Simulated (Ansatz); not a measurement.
**GaAs: a failed or faulty run and its cure**

System: GaAs (2 atoms in the cell).
Method of run A: DFT, r2SCAN, plane waves, PAW, no spin polarisation (Ansatz 0.2.0).

The structure was built on a prototype by a generator. The run did not end well. The geometry comes from this level: r2SCAN. Text and figures count atoms from 1; the logs count them from 0 in places.

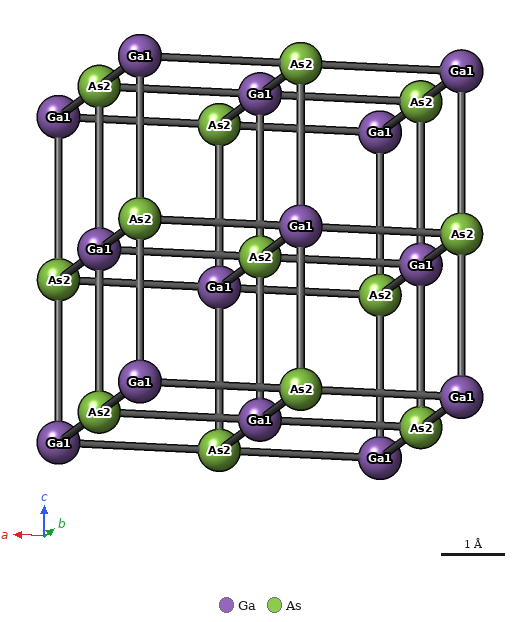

The input geometry (ball-and-stick view of the cell 4 times as large as that of the calculation, set on its symmetry axes, seen at an oblique angle; atoms are numbered from 1 in the order of the input). Near neighbours in the crystal (not all of them lie inside the picture): Ga has 6 As at 2.66 Å; As has 6 Ga at 2.66 Å.

**Input, run A**
```yaml
crystal:
  lattice:
    - [0.0, 2.6645247173, 2.6645247173]
    - [2.6645247173, 0.0, 2.6645247173]
    - [2.6645247173, 2.6645247173, 0.0]
  atoms:
    - { symbol: Ga, position: [0.0, 0.0, 0.0] }
    - { symbol: As, position: [0.5, 0.5, 0.5] }
kpoints:
  mp_grid: { grid: [6, 6, 6] }
hamiltonian:
  xc: r2scan
scf:
  occupations: { method: fermi_dirac, width: 0.02 }
  n_extra_bands: 4
  max_iter: 5
output:
  forces: true
  stress: true
  eigenvalues: true
```

Launched with:
```bash
ansatz run input.yaml --threads 4 --pin off --max-ram 3686MiB --backend cpu --events-out ev --progress --plain --runs-dir out
```

Hardware: 4 threads of an Arm (aarch64) CPU, shared host.

**Output, shortened to warnings, some set-up lines, iterations and results (run A)**
```
Error: did not converge after 5 iterations: dr2 = 6.13e-7 (threshold 1.00e-7), under the density mixer `msr1`, which `scf.mixing.algorithm: auto` chose by the deck's other keys (type `scf.mixing.algorithm: msr1` to keep it); raise `scf.max_iter`, which need not help a stalled SCF, or adjust the mixing (`scf.mixing`) or, under a smearing, its width (`scf.occupations.width`, in either direction: …
Basis set: ecut = 500 eV, 941 PW (Γ), exchange–correlation on 120×120×120 points (64 copies of the dense FFT grid, shifted against one another)
Symmetry: 48 space group operations
k-points: 16 of 216
Initial density: superposition of atomic densities (neutral atoms: chi_scale 0, normalization atom), corrected by the library's trained network
[...]
SCF iter   1: F=—  HF=-8654.911399 eV  |F-HF|=—  |Δ(HF+E_count)|=         —  Δρ=8.29e-3  dr2=1.09e-2  dr2_τ=2.33e-3  ethr=1.77e-3  ⟨swp⟩=5.8  Hψ=1273  notcnv=0
SCF iter   2: F=—  HF=-8654.935031 eV  |F-HF|=—  |Δ(HF+E_count)|=   2.36e-2  Δρ=2.02e-3  dr2=1.08e-3  dr2_τ=3.40e-5  ethr=3.91e-5  ⟨swp⟩=2.5  Hψ=721  notcnv=0  defer=1
SCF iter   3: F=—  HF=-8654.935381 eV  |F-HF|=—  |Δ(HF+E_count)|=   3.50e-4  Δρ=1.45e-3  dr2=3.03e-4  dr2_τ=5.78e-6  ethr=3.87e-6  ⟨swp⟩=2.2  Hψ=1543  notcnv=0
SCF iter   4: F=—  HF=-8654.935518 eV  |F-HF|=—  |Δ(HF+E_count)|=   1.37e-4  Δρ=2.24e-4  dr2=1.58e-5  dr2_τ=4.49e-7  ethr=1.08e-6  ⟨swp⟩=2.2  Hψ=1502  notcnv=0
SCF iter   5: F=—  HF=-8654.935516 eV  |F-HF|=—  |Δ(HF+E_count)|=   1.98e-6  Δρ=4.34e-5  dr2=6.13e-7  dr2_τ=7.53e-9  ethr=5.63e-8  ⟨swp⟩=2.1  Hψ=1134  notcnv=0
Error: did not converge after 5 iterations: dr2 = 6.13e-7 (threshold 1.00e-7), under the density mixer `msr1`, which `scf.mixing.algorithm: auto` chose by the deck's other keys (type `scf.mixing.algorithm: msr1` to keep it); raise `scf.max_iter`, which need not help a stalled SCF, or adjust the …
```

Q: What went wrong, and how is the input to be mended?

A: Some settings of this run were drawn to be unusual or wrong. The run did not converge. Its last values are not results. Likely cause: The residual was still falling when the limit of 5 iterations cut the run off.

A run of the same system that converges differs from this input as follows (lines with − go, lines with + come):
```diff
-  max_iter: 5
```

**Output, shortened to warnings, some set-up lines, iterations and results (run B)**
```
Basis set: ecut = 500 eV, 941 PW (Γ), exchange–correlation on 120×120×120 points (64 copies of the dense FFT grid, shifted against one another)
Symmetry: 48 space group operations
k-points: 16 of 216
Initial density: superposition of atomic densities (neutral atoms: chi_scale 0, normalization atom), corrected by the library's trained network
[...]
SCF iter   1: F=—  HF=-8654.911399 eV  |F-HF|=—  |Δ(HF+E_count)|=         —  Δρ=8.29e-3  dr2=1.09e-2  dr2_τ=2.33e-3  ethr=1.77e-3  ⟨swp⟩=5.8  Hψ=1273  notcnv=0
SCF iter   2: F=—  HF=-8654.935031 eV  |F-HF|=—  |Δ(HF+E_count)|=   2.36e-2  Δρ=2.02e-3  dr2=1.08e-3  dr2_τ=3.40e-5  ethr=3.91e-5  ⟨swp⟩=2.5  Hψ=721  notcnv=0  defer=1
SCF iter   3: F=—  HF=-8654.935373 eV  |F-HF|=—  |Δ(HF+E_count)|=   3.42e-4  Δρ=1.45e-3  dr2=3.03e-4  dr2_τ=5.77e-6  ethr=3.87e-6  ⟨swp⟩=2.0  Hψ=494  notcnv=0  defer=1
SCF iter   4: F=—  HF=-8654.935511 eV  |F-HF|=—  |Δ(HF+E_count)|=   1.38e-4  Δρ=2.23e-4  dr2=1.55e-5  dr2_τ=4.42e-7  ethr=1.08e-6  ⟨swp⟩=2.2  Hψ=497  notcnv=0  defer=1
SCF iter   5: F=—  HF=-8654.935516 eV  |F-HF|=—  |Δ(HF+E_count)|=   5.13e-6  Δρ=4.31e-5  dr2=5.98e-7  dr2_τ=7.39e-9  ethr=5.53e-8  ⟨swp⟩=2.0  Hψ=511  notcnv=0  defer=1
SCF iter   6: F=-8654.935516 eV  HF=-8654.935516 eV  |F-HF|=1.01e-8  |Δ(HF+E_count)|=   1.25e-8  Δρ=9.88e-6  dr2=2.79e-8  dr2_τ=4.84e-10  ethr=3.57e-10  ⟨swp⟩=5.6  Hψ=1217  …
SCF 1 converged in 6 iterations: F = -8654.935516 eV  dr2 = 2.79e-8
SCF converged after 6 iterations
Free energy (F): -8654.935516 eV
Harris-Foulkes:  -8654.935516 eV  (|F-HF|=1.01e-8)
Internal energy: -8654.933449 eV  (E = F + TS)
E sigma→0 (E₀):  -8654.934482 eV
Entropy (-TS):   -0.002067 eV (-1.034 meV/atom)
Fermi energy:    10.554482 eV
--- Per-component energies (eV) ---
  E_band       = -263.770220
  E_kinetic    = 218.114998
  E_local      = -3352.159085  (includes V_loc(G=0)·N_el)
  E_nonlocal   = -243.461758
  E_hartree    = 1727.151792
  E_xc         = -136.531369
  E_vxc        = -143.822835  (∫ρ·V_xc dr)
  E_paw        = -3851.157605  (= ΣΔE_a)
  E_vpaw       = -204.257136  (= ΣTr[D̂ρ^β])
  E_aug_tail   = -0.000043  (compensation charges beyond the density's cutoff)
  E_vtau       = 7.516252  (kinetic-family band-sum trace: ∫τ·v_τ [+ j·A + Jᵃ·Aᵃ] dr)
  E_ewald      = -3014.779901
  E_core_change = -2.110478  (= ΣΔE_core)
  E_smearing   = -0.002067  (= −TS)
  E_closure    = -0.000000  (closes the sum)
  Σ components = -8654.935516   (vs F -8654.935516, Δ=0.00e0)
--- Forces (eV/Å), atoms counted from 1 ---
  atom   1  Ga    -0.00000000     0.00000000     0.00000000
  atom   2  As     0.00000000    -0.00000000    -0.00000000
  max |Σ_I F_I| component: 2.96e-30 eV/Å
--- Stress (GPa, compression-positive) ---
       -0.217243       0.000000      -0.000000
        0.000000      -0.217243       0.000000
       -0.000000       0.000000      -0.217243
  P = ⅓ Tr σ = -0.2172 GPa (-2.172 kbar)
```

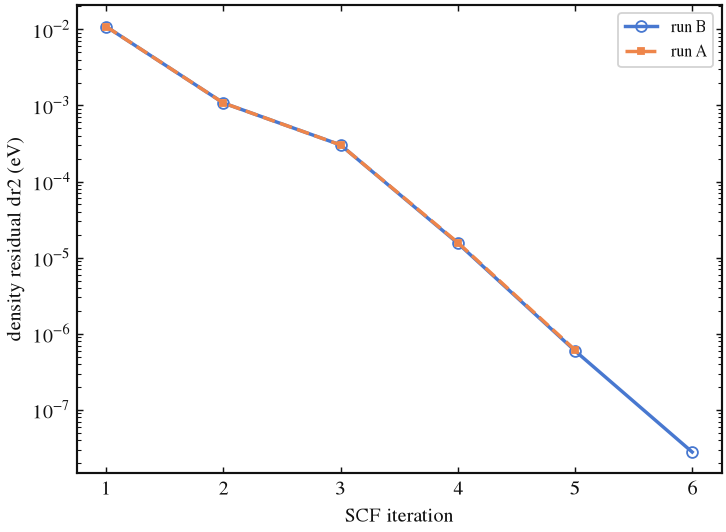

Convergence of the two runs: density residual dr2 against the SCF iteration. Run B takes 6 iterations in all, and run A stops after 5.

**The two runs side by side**

| quantity | run A | run B |
| --- | --- | --- |
| outcome | not converged | converged |
| free energy per atom (eV) | – | −4327.4678 |
| gap on the mesh (eV) | – | 0.00 |
| pressure (GPa) | – | −0.22 |
| volume per atom (Å³) | – | 18.92 |
| largest force (eV/Å) | – | 0.000 |
| SCF iterations | – | 6 |
| irreducible k-points | – | 16 |
| plane waves at Γ | – | 941 |
| wall time (shared host) | 1.1 s | 1.5 s |
